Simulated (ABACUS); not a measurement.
**InAs: single-point calculation at one volume of an equation of state (part 2 of 2)**

The same run, continued: InAs (F-43m, 2 atoms in the cell); Kohn-Sham DFT of a periodic cell, LDA, PseudoDojo NC SR 0.4.1 LDA standard, no spin polarisation (ABACUS 3.10.1); cutoff 1102.06 eV, 6×6×6 k-mesh, fermi-dirac of 0.05 eV. The structure derives from an entry of the Crystallography Open Database. It belongs to a series of runs on one base structure; here: volume scaled by 1.06.

Geometry of the input (Å; fractional positions):
```
0.0000  3.0772  3.0772
3.0772  0.0000  3.0772
3.0772  3.0772  0.0000
In 0.0000  0.0000  0.0000
As 0.2500  0.2500  0.2500
```

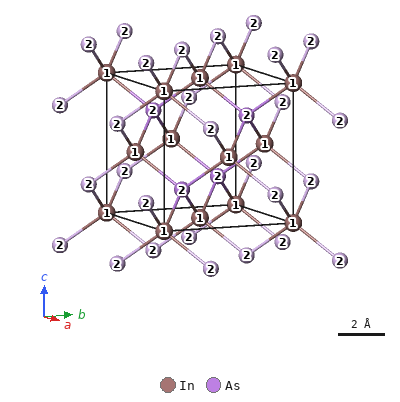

Fig. 1: The structure as given in the input (ball-and-stick view of the cell 4 times as large as that of the calculation, set on its symmetry axes, seen slightly off an axis; neighbours outside the cell are drawn fainter; atoms are numbered from 1 in the order of the input).

## What the program printed, continued
```
(for optimal symmetric configuration:)
                             BRAVAIS TYPE = 3
                     BRAVAIS LATTICE NAME = 03. Cubic F (face-centered)
                                    ibrav = 3
                                    IBRAV = 3
                                  BRAVAIS = FACE CENTERED CUBIC
                       LATTICE CONSTANT A = 6.15438
Original cell was already a primitive cell.
                        ROTATION MATRICES = 48
              PURE POINT GROUP OPERATIONS = 24
                   SPACE GROUP OPERATIONS = 24
                                       C2 = 3
                                       C3 = 8
                                       C4 = 0
                                       C6 = 0
                                       S1 = 6
                                       S3 = 0
                                       S4 = 6
                                       S6 = 0
                              POINT GROUP = T_d
                                       C2 = 3
                                       C3 = 8
                                       C4 = 0
                                       C6 = 0
                                       S1 = 6
                                       S3 = 0
                                       S4 = 6
                                       S6 = 0
               POINT GROUP IN SPACE GROUP = T_d

 SETUP K-POINTS
                                    nspin = 1
                   Input type of k points = Monkhorst-Pack(Gamma)
                                   nkstot = 216
                       right hand lattice = 1
(for reciprocal lattice: )
                             BRAVAIS TYPE = 2
                     BRAVAIS LATTICE NAME = 02. Cubic I (body-centered)
                                    ibrav = 2
                       right hand lattice = 1
(for k-lattice: )
                             BRAVAIS TYPE = 2
                     BRAVAIS LATTICE NAME = 02. Cubic I (body-centered)
                                    ibrav = 2
                       right hand lattice = 1
                        ROTATION MATRICES = 48
                               nkstot_ibz = 16
K-POINTS REDUCTION ACCORDING TO SYMMETRY
     IBZ    DIRECT_X    DIRECT_Y    DIRECT_Z  WEIGHT  ibz2bz
       1  0.00000000  0.00000000  0.00000000  0.0046       0
       2  0.16666667  0.16666667  0.16666667  0.0370       1
       3  0.33333333  0.33333333  0.33333333  0.0370       2
       4  0.50000000  0.50000000  0.50000000  0.0185       3
       5  0.16666667  0.16666667  0.00000000  0.0278       7
       6  0.33333333  0.33333333  0.16666667  0.1111       8
       7  0.50000000  0.50000000  0.33333333  0.1111       9
       8  0.50000000  0.33333333  0.33333333  0.1111      10
       9  0.33333333  0.16666667  0.16666667  0.0556      11
      10  0.33333333  0.33333333  0.00000000  0.0278      14
      11  0.50000000  0.50000000  0.16666667  0.1111      15
      12 -0.33333333  0.33333333  0.33333333  0.0556      16
      13  0.50000000  0.50000000  0.00000000  0.0139      21
      14  0.50000000  0.33333333  0.16666667  0.1111      51
      15  0.50000000  0.33333333 -0.33333333  0.1111      52
      16  0.50000000  0.33333333 -0.16666667  0.0556      58

                               nkstot now = 16
[... K-POINTS DIRECT COORDINATES: 16 rows ...]

           k-point number in this process = 4
       minimum distributed K point number = 4
[... stars of the k points ...]

[... K-POINTS CARTESIAN COORDINATES: 4 rows ...]

[... K-POINTS DIRECT COORDINATES: 4 rows ...]

 SETUP PLANE WAVES FOR WAVE FUNCTIONS
     energy cutoff for wavefunc (unit:Ry) = 81
              fft grid for wave functions = [ 48, 48, 48 ]
                    number of plane waves = 5673
                         number of sticks = 421

 PARALLEL PW FOR WAVE FUNCTIONS
     PROC   COLUMNS(POT)             PW
        1            421           5673
 --------------- sum -------------------
        1            421           5673

 SETUP NONLOCAL PSEUDOPOTENTIALS IN PLANE WAVE BASIS
 In non-local projectors:
 projector 1 L=0
 projector 2 L=0
 projector 3 L=1
 projector 4 L=1
 projector 5 L=2
 projector 6 L=2
 As non-local projectors:
 projector 1 L=0
 projector 2 L=0
 projector 3 L=1
 projector 4 L=1
 projector 5 L=2
 projector 6 L=2
      TOTAL NUMBER OF NONLOCAL PROJECTORS = 36

 Init Non-Local PseudoPotential table :
 Init Non-Local-Pseudopotential done.

                                     npwx = 4909

 Make real space PAO into reciprocal space.
       max mesh points in Pseudopotential = 701
     dq(describe PAO in reciprocal space) = 0.01
                                    max q = 1084

 number of pseudo atomic orbitals for In is 3
WARNING: norm of atomic wavefunction # 2 of atomic type In is 0.999359, renormalized
WARNING: norm of atomic wavefunction # 3 of atomic type In is 0.981342, renormalized

 number of pseudo atomic orbitals for As is 3
WARNING: norm of atomic wavefunction # 2 of atomic type As is 0.999981, renormalized
WARNING: norm of atomic wavefunction # 3 of atomic type As is 0.998566, renormalized

 -------------------------------------------
 SELF-CONSISTENT
 -------------------------------------------
                                 init_chg = atomic

 PW ALGORITHM --------------- ION=   1  ELEC=   1--------------------------------

 Notice: Threshold on eigenvalues was too large.
 hsover_error=0.28 > DRHO=0.0716163
 Origin diag ethr = 0.01
 New diag ethr = 0.000255773

 Density error is 0.0715484436387
                          Error Threshold = 0.000255772627389
----------------------------------------------------------
     Energy           Rydberg                 eV
----------------------------------------------------------
 E_KohnSham     -344.4241763442      -4686.1313272386
 E_Harris       -343.8134167187      -4677.8215162233
 E_Fermi        0.4856622011         6.6077732383
----------------------------------------------------------

 PW ALGORITHM --------------- ION=   1  ELEC=   2--------------------------------

 Density error is 0.00658669303532
                          Error Threshold = 0.000255530155852
----------------------------------------------------------
     Energy           Rydberg                 eV
----------------------------------------------------------
 E_KohnSham     -344.4402611327      -4686.3501720121
 E_Harris       -344.6943717541      -4689.8075243856
 E_Fermi        0.5274549364         7.1763925733
----------------------------------------------------------

 PW ALGORITHM --------------- ION=   1  ELEC=   3--------------------------------

 Density error is 0.000422756785828
                          Error Threshold = 2.35239036976e-05
----------------------------------------------------------
     Energy           Rydberg                 eV
----------------------------------------------------------
 E_KohnSham     -344.4415512543      -4686.3677250169
 E_Harris       -344.3784628547      -4685.5093633053
 E_Fermi        0.5205710119         7.0827319758
----------------------------------------------------------

 PW ALGORITHM --------------- ION=   1  ELEC=   4--------------------------------

 Density error is 7.07447748517e-06
                          Error Threshold = 1.50984566367e-06
----------------------------------------------------------
     Energy           Rydberg                 eV
----------------------------------------------------------
 E_KohnSham     -344.4416000756      -4686.3683892658
 E_Harris       -344.4316389936      -4686.2328617920
 E_Fermi        0.5233902041         7.1210890530
----------------------------------------------------------

 PW ALGORITHM --------------- ION=   1  ELEC=   5--------------------------------

 Density error is 6.49209591292e-07
                          Error Threshold = 2.52659910185e-08
----------------------------------------------------------
     Energy           Rydberg                 eV
----------------------------------------------------------
 E_KohnSham     -344.4416035040      -4686.3684359115
 E_Harris       -344.4328196110      -4686.2489249162
 E_Fermi        0.5234032086         7.1212659881
----------------------------------------------------------

 PW ALGORITHM --------------- ION=   1  ELEC=   6--------------------------------

 Density error is 5.10390488477e-08
                          Error Threshold = 2.31860568318e-09
----------------------------------------------------------
     Energy           Rydberg                 eV
----------------------------------------------------------
 E_KohnSham     -344.4416035774      -4686.3684369105
 E_Harris       -344.4424297908      -4686.3796781205
 E_Fermi        0.5234967069         7.1225380985
----------------------------------------------------------

 PW ALGORITHM --------------- ION=   1  ELEC=   7--------------------------------

 Density error is 6.04675951193e-09
                          Error Threshold = 1.82282317313e-10
----------------------------------------------------------
     Energy           Rydberg                 eV
----------------------------------------------------------
 E_KohnSham     -344.4416035905      -4686.3684370883
 E_KS(sigma->0) -344.4415682813      -4686.3679566820
 E_Harris       -344.4411863188      -4686.3627598150
 E_band         -24.4278483235       -332.3579270787
 E_one_elec     -182.7239196273      -2486.0864678247
 E_Hartree      106.6308265686       1450.7868237834
 E_xc           -86.1323809464       -1171.8911631781
 E_Ewald        -182.2160589671      -2479.1766690564
 E_entropy(-TS) -0.0000706184        -0.0009608125
 E_descf        0.0000000000         0.0000000000
 E_exx          0.0000000000         0.0000000000
 E_Fermi        0.5235000023         7.1225829344
----------------------------------------------------------

 charge density convergence is achieved
 final etot is -4686.3684371 eV
 EFERMI = 7.1225829344 eV

 STATE ENERGY(eV) AND OCCUPATIONS    NSPIN == 1
 1/4 kpoint (Cartesian) = 0.0000 0.0000 0.0000 (4909 pws)
       1       -28.0137     0.00925926
       2       -28.0137     0.00925926
       3       -28.0137     0.00925926
       4       -28.0068     0.00925926
       5       -28.0068     0.00925926
       6       -7.17701     0.00925926
       7       -7.17701     0.00925926
       8       -7.17701     0.00925926
       9       -7.07053     0.00925926
      10       -7.07053     0.00925926
      11       -4.52682     0.00925926
      12        6.37817     0.00925926
      13        7.08614     0.00624593
      14        7.08614     0.00624593
      15        7.08614     0.00624593
      16        10.8877    1.83358e-35
      17        10.8877    1.83358e-35
      18        10.8877    1.83358e-35

 2/4 kpoint (Cartesian) = 0.027081 0.027081 0.027081 (4846 pws)
       1       -28.0137      0.0740741
       2       -28.0137      0.0740741
       3       -28.0137      0.0740741
       4       -28.0067      0.0740741
       5       -28.0067      0.0740741
       6       -7.20508      0.0740741
       7       -7.16878      0.0740741
       8       -7.16878      0.0740741
       9       -7.07051      0.0740741
      10       -7.07051      0.0740741
      11       -4.26997      0.0740741
      12        4.47498      0.0740741
      13        6.79432      0.0739699
      14        6.79432      0.0739699
      15        8.03316    9.13089e-10
      16        11.1951    3.13252e-37
      17        11.3074    3.31503e-38
      18        11.3074    3.31503e-38

 3/4 kpoint (Cartesian) = 0.054162 0.054162 0.054162 (4813 pws)
       1       -28.0137      0.0740741
       2       -28.0136      0.0740741
       3       -28.0136      0.0740741
       4       -28.0067      0.0740741
       5       -28.0067      0.0740741
       6       -7.25701      0.0740741
       7       -7.15526      0.0740741
       8       -7.15526      0.0740741
       9       -7.06736      0.0740741
      10       -7.06736      0.0740741
      11       -3.63729      0.0740741
      12        2.42658      0.0740741
      13        6.34608      0.0740741
      14        6.34608      0.0740741
      15        7.91008    1.07051e-08
      16        11.6807    1.89884e-41
      17        11.6807    1.89884e-41
      18        12.9099    3.99286e-52

 4/4 kpoint (Cartesian) = 0.081243 0.081243 0.081243 (4850 pws)
       1       -28.0137      0.0370370
       2       -28.0135      0.0370370
       3       -28.0135      0.0370370
       4       -28.0066      0.0370370
       5       -28.0066      0.0370370
       6       -7.28130      0.0370370
       7       -7.15038      0.0370370
       8       -7.15038      0.0370370
       9       -7.06383      0.0370370
      10       -7.06383      0.0370370
      11       -3.21115      0.0370370
      12        1.49205      0.0370370
      13        6.16222      0.0370370
      14        6.16222      0.0370370
      15        7.75852    1.10915e-07
      16        11.6634    1.34132e-41
      17        11.6634    1.34132e-41
      18        13.7134    2.09815e-59

------------------------------------------------------------------------------------------
 TOTAL-FORCE (eV/Angstrom)
------------------------------------------------------------------------------------------
                       In1         0.0000000000         0.0000000000         0.0000000000
                       As1         0.0000000000         0.0000000000         0.0000000000
------------------------------------------------------------------------------------------

----------------------------------------------------------------
 TOTAL-STRESS (KBAR)
----------------------------------------------------------------
       -33.2989644627        -0.0000000000         0.0000000000
        -0.0000000000       -33.2989644627         0.0000000000
        -0.0000000000         0.0000000000       -33.2989644627
----------------------------------------------------------------
 TOTAL-PRESSURE: -33.298964 KBAR

 --------------------------------------------
 !FINAL_ETOT_IS -4686.3684370882883741 eV
 --------------------------------------------
```
